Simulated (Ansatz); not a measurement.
# Run report: AlN, geometry relaxation (part 3 of 3)

The same run, continued: AlN (slab, 16 atoms in the cell); DFT r2SCAN, scalar-relativistic, plane waves, PAW, no spin polarisation (Ansatz 0.2.0); cutoff 500 eV, 9×5×1 k-mesh, Gaussian smearing of 0.05 eV. The structure derives from an entry of the Crystallography Open Database. The input holds or restrains some coordinates. Forces given for the steps count only the free coordinates. It belongs to a series of runs on one base structure; here: clean slab, lower half held.

Geometry of the input (Å; fractional positions):
```
3.1067  0.0000  0.0000
-1.5533  5.6589  0.0000
0.0000  0.0000  25.3985
Al 0.8812  0.7624  0.3347
Al 0.1500  0.3001  0.3502
N  0.7335  0.4671  0.3702
N  0.0024  0.0047  0.3858
Al 0.4942  0.9884  0.4279
Al 0.7631  0.5261  0.4434
N  0.3465  0.6931  0.4634
N  0.6154  0.2308  0.4790
Al 0.1072  0.2145  0.5210
Al 0.3761  0.7522  0.5366
N  0.9596  0.9191  0.5566
N  0.2284  0.4568  0.5721
Al 0.7203  0.4405  0.6142
Al 0.9891  0.9782  0.6298
N  0.5726  0.1452  0.6498
N  0.8414  0.6828  0.6653
```

### Output, continued
```
--- Forces (eV/Å), atoms counted from 1 ---
  atom   1  Al    -0.00027263     0.26001288    -0.74451145
  atom   2  Al    -0.00172371     0.27473201     1.44938594
  atom   3  N      0.00221367    -0.93064416    -1.17564260
  atom   4  N     -0.00021784     0.48667374    -0.86361081
  atom   5  Al    -0.00006842    -0.02092164     1.38473964
  atom   6  Al     0.00028021    -0.13878694     1.75695786
  atom   7  N     -0.00043805     0.07457710    -1.03781855
  atom   8  N      0.00024977    -0.00598473    -0.77297978
  atom   9  Al    -0.00000168    -0.00078897     0.00194762
  atom  10  Al     0.00001102     0.00358237     0.00053172
  atom  11  N      0.00000947    -0.00924516    -0.00434511
  atom  12  N     -0.00001009     0.00302038    -0.00366695
  atom  13  Al    -0.00001902    -0.00024676     0.00191009
  atom  14  Al    -0.00004969     0.00248838     0.00313771
  atom  15  N     -0.00000720     0.01099259     0.00429931
  atom  16  N      0.00007132    -0.00945707    -0.00041461
  max |Σ_I F_I| component: 8.00e-5 eV/Å
--- Band table (eV; the first three rows and the last of 23) ---
  k-point 0: bands = ["-18.5755", "-17.2869", "-17.0324", "-16.1966", "-15.7776", "-15.1121", "-14.7150", "-13.8753", "-8.7270", "-8.0976", "-7.6369", "-6.6907", "-5.9075", "-5.6549", "-5.2666", "-4.7397", "-4.4233", "-4.2811", "-3.9581", "-3.7600", "-3.2370", "-3.0348", "-2.9977", "-2.6619", "-2.4247", "-2.3507", "-2.2871", "-2.1648", "-1.5810", "-1.4749", "-1.2008", "-0.9118", "-0.1570", "0.2886", "2.0009", "2.2468", "3.8409", "4.0590", "4.8003", "4.9380", "5.2710", "5.9705", "6.2119", "6.3891", "6.7289", "7.2116", "7.3223", "7.5863"]
  k-point 1: bands = ["-18.4809", "-17.3810", "-17.0004", "-16.1575", "-15.8934", "-15.2454", "-14.6370", "-13.8969", "-8.4742", "-7.9868", "-7.3973", "-6.4951", "-6.0591", "-5.6614", "-5.1605", "-4.8308", "-4.6166", "-4.2117", "-4.1720", "-3.7181", "-3.3600", "-3.1546", "-2.9467", "-2.8817", "-2.5271", "-2.5208", "-2.1920", "-2.1021", "-1.7114", "-1.6216", "-1.1237", "-0.8790", "-0.4723", "0.2967", "2.3198", "2.8192", "4.0350", "4.3221", "4.7008", "5.1780", "5.4753", "5.7229", "6.2677", "6.4818", "6.6794", "6.8770", "7.3070", "7.4537"]
  k-point 2: bands = ["-18.2417", "-17.6900", "-16.7689", "-16.3493", "-15.8558", "-15.5001", "-14.5285", "-13.9521", "-7.9824", "-7.6083", "-7.1113", "-6.4922", "-5.9387", "-5.7034", "-5.0972", "-4.9336", "-4.8865", "-4.4263", "-4.0419", "-3.9661", "-3.5619", "-3.4695", "-3.3858", "-2.8244", "-2.5454", "-2.5242", "-2.1601", "-2.0226", "-2.0062", "-1.7246", "-1.0765", "-0.8870", "-0.7402", "0.3092", "3.0046", "3.5925", "4.3614", "4.7488", "4.9941", "5.1659", "5.4336", "5.9199", "6.1352", "6.2103", "6.5275", "6.8270", "6.9244", "7.2883"]
  k-point 22: bands = ["-17.4590", "-16.7938", "-16.0456", "-15.4272", "-15.2680", "-14.7500", "-14.2715", "-13.6251", "-8.5188", "-7.9348", "-7.5151", "-7.0611", "-6.5612", "-6.4363", "-6.1562", "-5.7968", "-5.5444", "-5.3708", "-4.9656", "-4.5873", "-4.3894", "-4.1875", "-3.7168", "-3.5020", "-3.2554", "-2.9517", "-2.7289", "-2.5133", "-2.1909", "-1.2959", "-0.9004", "-0.8271", "-0.8174", "0.5022", "1.3439", "2.7615", "4.0152", "4.5588", "4.9927", "5.2695", "5.8545", "5.9549", "6.2346", "6.8975", "7.0537", "7.3755", "7.8162", "8.0244"]
--- Relaxed structure (6 steps of the walk, 6 accepted, 0 SCFs on fresh bases) ---
  F+E_penalty+E_count = -7416.35298574 eV   max|allowed force component| = 1.099e-2 eV/Å
  atoms:
    - { symbol: Al, position: [0.8812022549, 0.7624045098, 0.33466536029999994] }
    - { symbol: Al, position: [0.15003902244999998, 0.3000780449, 0.3501972612] }
    - { symbol: N, position: [0.7335254244, 0.4670508488, 0.3702285234] }
    - { symbol: N, position: [0.00236219195, 0.0047243839, 0.38576042429999996] }
    - { symbol: Al, position: [0.49422286035000007, 0.9884457207000001, 0.42785676539999995] }
    - { symbol: Al, position: [0.7630596279499999, 0.5261192559, 0.4433886663] }
    - { symbol: N, position: [0.34654602985, 0.6930920597, 0.4634199286] }
    - { symbol: N, position: [0.61538279745, 0.2307655949, 0.4789518293999999] }
    - { symbol: Al, position: [0.10533182001459794, 0.2106752594222733, 0.5226389087771252] }
    - { symbol: Al, position: [0.3748674851284671, 0.7497677032289213, 0.538844617339629] }
    - { symbol: N, position: [0.9576319055716613, 0.9152972192825525, 0.5553951503400134] }
    - { symbol: N, position: [0.22762287341978638, 0.45533273926303797, 0.5712056867160699] }
    - { symbol: Al, position: [0.7135742101786301, 0.4272403534659458, 0.614635448531996] }
    - { symbol: Al, position: [0.9824514662133884, 0.9649829677939731, 0.6343297052250451] }
    - { symbol: N, position: [0.5633137139393765, 0.12671074526248893, 0.640088521164405] }
    - { symbol: N, position: [0.8331436313838438, 0.6668418873126621, 0.6628691329596553] }
```

### Trajectory as extended XYZ (Å, eV, eV/Å), 6 frames, from step=1 to step=6
```
16
Lattice="3.1067 0.0000 0.0000 -1.5533 5.6589 0.0000 0.0000 0.0000 25.3985" Properties=species:S:1:pos:R:3:forces:R:3 step=1 energy=-7415.81817
Al    1.5533    4.3144    8.5000   -0.0005   0.2303  -0.9631
Al    0.0000    1.6981    8.8945   -0.0030   0.3294   1.1384
N     1.5533    2.6430    9.4033    0.0039  -0.9517  -0.6901
N     0.0000    0.0267    9.7977   -0.0004   0.4670  -0.3857
Al    0.0000    5.5935   10.8669    0.0000   0.0380   0.8061
Al    1.5533    2.9773   11.2614    0.0005  -0.1708   1.1616
N     0.0000    3.9221   11.7702   -0.0007   0.0294  -1.0487
N     1.5533    1.3059   12.1647    0.0004   0.0713  -0.8820
Al    0.0000    1.2138   13.2338    0.0001  -0.0389   0.9737
Al    0.0000    4.2564   13.6283    0.0005  -0.0233   1.0843
N     1.5533    5.2013   14.1371   -0.0009   0.0708  -1.1647
N     0.0000    2.5850   14.5316    0.0002   0.1605  -1.1135
Al    1.5533    2.4929   15.6008   -0.0008  -0.5361   1.6540
Al    1.5533    5.5355   15.9953    0.0013   0.6447   2.6741
N     1.5533    0.8215   16.5040    0.0012  -0.4128  -2.1927
N     1.5533    3.8642   16.8985   -0.0018   0.0924  -1.0517
16
Lattice="3.1067 0.0000 0.0000 -1.5533 5.6589 0.0000 0.0000 0.0000 25.3985" Properties=species:S:1:pos:R:3:forces:R:3 step=2 energy=-7416.14185
Al    1.5533    4.3144    8.5000   -0.0004   0.2411  -0.8888
Al    0.0000    1.6981    8.8945   -0.0026   0.3103   1.2450
N     1.5533    2.6430    9.4033    0.0035  -0.9453  -0.8520
N     0.0000    0.0267    9.7977   -0.0004   0.4729  -0.5545
Al    0.0000    5.5935   10.8669   -0.0001   0.0189   0.9880
Al    1.5533    2.9773   11.2614    0.0003  -0.1644   1.3761
N     0.0000    3.9221   11.7702   -0.0005   0.0743  -1.0425
N     1.5533    1.3059   12.1647    0.0003  -0.0185  -0.8623
Al    0.0000    1.2010   13.2466   -0.0002  -0.0148   0.6315
Al    0.0000    4.2536   13.6458    0.0001  -0.0724   0.7117
N     1.5533    5.1934   14.1379    0.0003  -0.0021  -0.9322
N    -0.0001    2.5788   14.5114    0.0009   0.1511  -0.6352
Al    1.5532    2.4563   15.5930   -0.0006  -0.3531   1.1223
Al    1.5535    5.4887   16.0270    0.0001   0.3811   1.7134
N     1.5535    0.7701   16.3917    0.0002  -0.1722  -1.2880
N     1.5529    3.8131   16.8725   -0.0010   0.0936  -0.7319
16
Lattice="3.1067 0.0000 0.0000 -1.5533 5.6589 0.0000 0.0000 0.0000 25.3985" Properties=species:S:1:pos:R:3:forces:R:3 step=3 energy=-7416.34453
Al    1.5533    4.3144    8.5000   -0.0003   0.2592  -0.7543
Al    0.0000    1.6981    8.8945   -0.0018   0.2767   1.4385
N     1.5533    2.6430    9.4033    0.0024  -0.9288  -1.1559
N     0.0000    0.0267    9.7977   -0.0002   0.4822  -0.8478
Al    0.0000    5.5935   10.8669   -0.0001   0.0035   1.3803
Al    1.5533    2.9773   11.2614    0.0003  -0.1609   1.7353
N     0.0000    3.9221   11.7702   -0.0003   0.0865  -1.0242
N     1.5533    1.3059   12.1647    0.0002   0.0352  -0.7031
Al    0.0000    1.2004   13.2810    0.0002   0.0818   0.0317
Al    0.0000    4.2479   13.6810    0.0001   0.0945   0.0929
N     1.5533    5.1902   14.1137   -0.0005  -0.0648  -0.1116
N    -0.0001    2.5933   14.5192   -0.0024  -0.1327  -0.0933
Al    1.5530    2.4398   15.6311    0.0023   0.0615  -0.2229
Al    1.5531    5.4726   16.0961    0.0006   0.3085   0.1016
N     1.5531    0.7474   16.2657   -0.0006  -0.3837  -0.0058
N     1.5520    3.8013   16.8380    0.0003  -0.0188   0.1368
16
Lattice="3.1067 0.0000 0.0000 -1.5533 5.6589 0.0000 0.0000 0.0000 25.3985" Properties=species:S:1:pos:R:3:forces:R:3 step=4 energy=-7416.35242
Al    1.5533    4.3144    8.5000   -0.0003   0.2601  -0.7440
Al    0.0000    1.6981    8.8945   -0.0017   0.2743   1.4505
N     1.5533    2.6430    9.4033    0.0023  -0.9287  -1.1772
N     0.0000    0.0267    9.7977   -0.0002   0.4847  -0.8649
Al    0.0000    5.5935   10.8669   -0.0001  -0.0115   1.3943
Al    1.5533    2.9773   11.2614    0.0003  -0.1465   1.7537
N     0.0000    3.9221   11.7702   -0.0004   0.0727  -1.0476
N     1.5533    1.3059   12.1647    0.0001   0.0210  -0.7575
Al    0.0000    1.1968   13.2766    0.0001  -0.0158  -0.0124
Al    0.0000    4.2446   13.6837   -0.0001   0.0278   0.0222
N     1.5533    5.1828   14.1041   -0.0001  -0.0288   0.0217
N    -0.0002    2.5812   14.5109   -0.0003   0.0051   0.0048
Al    1.5531    2.4261   15.6180    0.0004  -0.0222  -0.0508
Al    1.5532    5.4608   16.1089   -0.0001   0.0871  -0.0051
N     1.5532    0.7226   16.2553   -0.0001  -0.0572   0.0016
N     1.5523    3.7801   16.8439    0.0002  -0.0220   0.0112
16
Lattice="3.1067 0.0000 0.0000 -1.5533 5.6589 0.0000 0.0000 0.0000 25.3985" Properties=species:S:1:pos:R:3:forces:R:3 step=5 energy=-7416.35276
Al    1.5533    4.3144    8.5000   -0.0003   0.2601  -0.7440
Al    0.0000    1.6981    8.8945   -0.0017   0.2743   1.4500
N     1.5533    2.6430    9.4033    0.0022  -0.9307  -1.1752
N     0.0000    0.0267    9.7977   -0.0002   0.4865  -0.8662
Al    0.0000    5.5935   10.8669   -0.0001  -0.0204   1.3806
Al    1.5533    2.9773   11.2614    0.0003  -0.1425   1.7641
N     0.0000    3.9221   11.7702   -0.0005   0.0808  -1.0419
N     1.5533    1.3059   12.1647    0.0002  -0.0312  -0.7646
Al    0.0000    1.1884   13.2750    0.0000   0.0383  -0.0220
Al   -0.0001    4.2428   13.6855    0.0001  -0.0384  -0.0036
N     1.5533    5.1770   14.1077    0.0001  -0.0004  -0.0243
N    -0.0001    2.5753   14.5053    0.0000  -0.0014   0.0153
Al    1.5532    2.4138   15.6078    0.0000   0.0078   0.0098
Al    1.5532    5.4549   16.1110   -0.0001   0.0023   0.0142
N     1.5532    0.7125   16.2534    0.0000   0.0055   0.0164
N     1.5524    3.7670   16.8363    0.0001   0.0093  -0.0085
16
Lattice="3.1067 0.0000 0.0000 -1.5533 5.6589 0.0000 0.0000 0.0000 25.3985" Properties=species:S:1:pos:R:3:forces:R:3 step=6 energy=-7416.35299
Al    1.5533    4.3144    8.5000   -0.0003   0.2600  -0.7445
Al    0.0000    1.6981    8.8945   -0.0017   0.2747   1.4494
N     1.5533    2.6430    9.4033    0.0022  -0.9306  -1.1757
N     0.0000    0.0267    9.7977   -0.0002   0.4867  -0.8637
Al    0.0000    5.5935   10.8669   -0.0001  -0.0209   1.3848
Al    1.5533    2.9773   11.2614    0.0003  -0.1388   1.7570
N     0.0000    3.9221   11.7702   -0.0004   0.0745  -1.0378
N     1.5533    1.3059   12.1647    0.0003  -0.0060  -0.7730
Al    0.0000    1.1922   13.2742    0.0000  -0.0008   0.0019
Al   -0.0001    4.2429   13.6858    0.0000   0.0036   0.0005
N     1.5533    5.1796   14.1062    0.0000  -0.0093  -0.0044
N    -0.0001    2.5767   14.5078    0.0000   0.0031  -0.0036
Al    1.5532    2.4177   15.6108    0.0000  -0.0002   0.0020
Al    1.5532    5.4607   16.1110    0.0000   0.0024   0.0031
N     1.5532    0.7170   16.2573    0.0000   0.0110   0.0043
N     1.5525    3.7736   16.8359    0.0000  -0.0095  -0.0005
```

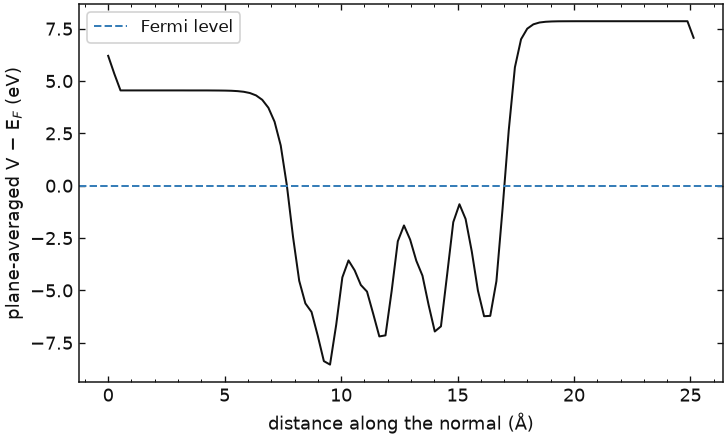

**Figure 1.** Plane average of the electrostatic potential energy of an electron across the cell, from the Fermi level. The vacuum level lies 7.85 eV above the Fermi level on the upper side and 4.55 eV on the lower.

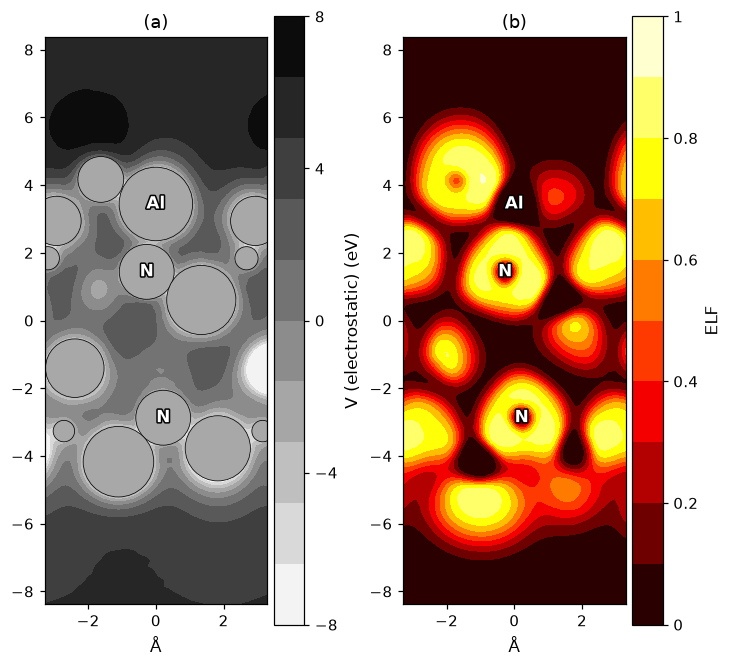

**Figure 2.** (a) electrostatic potential (local pseudopotential plus Hartree) felt by an electron; (b) ELF on the (11̄0) plane of the calculation cell, a cut from vacuum to vacuum. Grey discs, where drawn, cover atomic cores. Al–N (2.02 Å): the ELF is about 0.85 at the midpoint. The fields are those of the smooth PAW valence density.

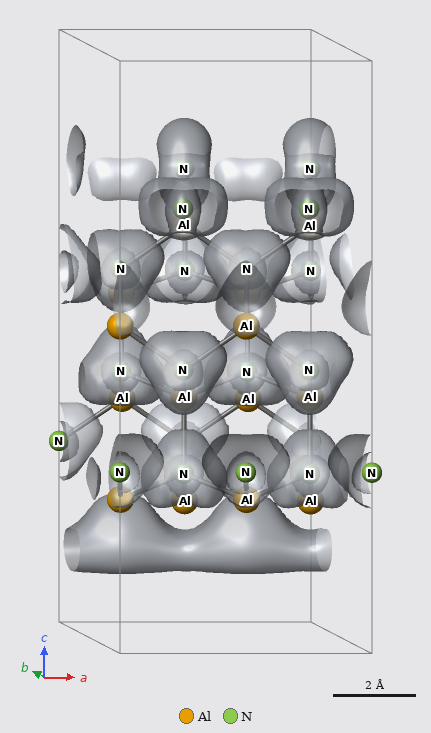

**Figure 3.** Isosurface of the electron localisation function at 0.75 (grey), seen slightly off an axis. Only the valence region is drawn (cores and ρ < 0.01 e/Å³ removed). Sticks mark near contacts. Profiles from the grid: Al–N (1.81 Å): the ELF is about 0.90 at the midpoint.

### Key numbers

```csv
quantity,value
outcome,converged under the restraints of the input
electrons treated,64
free energy,−7416.3530 eV
"work function, top face",7.85 eV
"work function, bottom face",4.55 eV
Fermi energy,−0.786 eV
gap on the k-point mesh,none (metallic)
final volume,446.51 Å³
work function (upper face),7.85 eV
"largest force (length of the vector) at the end, held atoms and coordinates included",1.762 eV/Å
wall time,6.7 min (CPU time 13 min)
peak memory,1.7 GiB
```

### Remarks

Notes on the run: the k-point mesh lowers the symmetry that the run can use; the exchange-correlation potential is rough where the density is thin.
